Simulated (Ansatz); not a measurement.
System: rocksalt SrTe, space group Fm-3m (No. 225), 2 atoms in the primitive cell, relaxed with r2SCAN; cubic a = 6.706 Å. Starting point: PBE, Ansatz PAW set, no spin polarisation, no spin-orbit coupling, 4×4×4 k mesh, 420 eV cutoff, fixed occupations (Ansatz 0.2.0). Many-body step: G0W0 with empty bands 314, screening cutoff 150 eV and frequency treatment contour deformation.

In PBE the smallest gap over these k points is 1.76 eV, with direct gaps of 2.48 eV at X, 2.77 eV at Γ and 4.91 eV at L.

What does G0W0 give?

Over the k points that were corrected, the smallest gap goes from 1.76 eV in PBE (Γ to X) to 2.90 eV in G0W0 (Γ to X), a change of +1.14 eV (+65 %). Counted from the valence top, the lowest empty level moves by +1.14 eV at X, +1.13 eV at Γ and +1.02 eV at L; over the 5 points that were corrected the shifts run from +1.02 to +1.29 eV: a spread of 0.27 eV on a mean of 1.16 eV, so one scissor shift describes this level only roughly. Only two empty levels a point were corrected, so a higher one could drop under them. The quasiparticle weight (renormalisation factor) lies between 0.75 and 0.80 for the top filled and first empty levels.

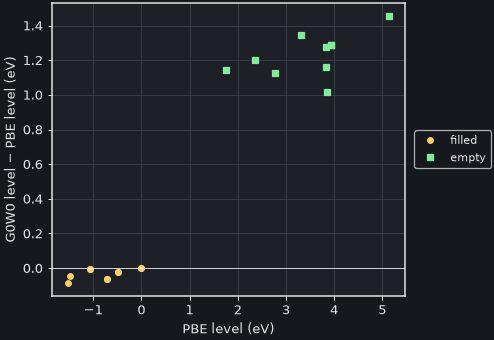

Change of each level from PBE to G0W0 against its PBE energy, both sets counted from their own valence top.

```csv
k point,PBE direct gap (eV),G0W0 direct gap (eV)
X,2.48,3.69
Γ,2.77,3.90
L,4.91,5.93
```

Spin-orbit coupling is left out, which matters for Te. The k mesh is thin for GW. Bands, cutoffs and mesh are finite, so these values aren't at the basis limit.
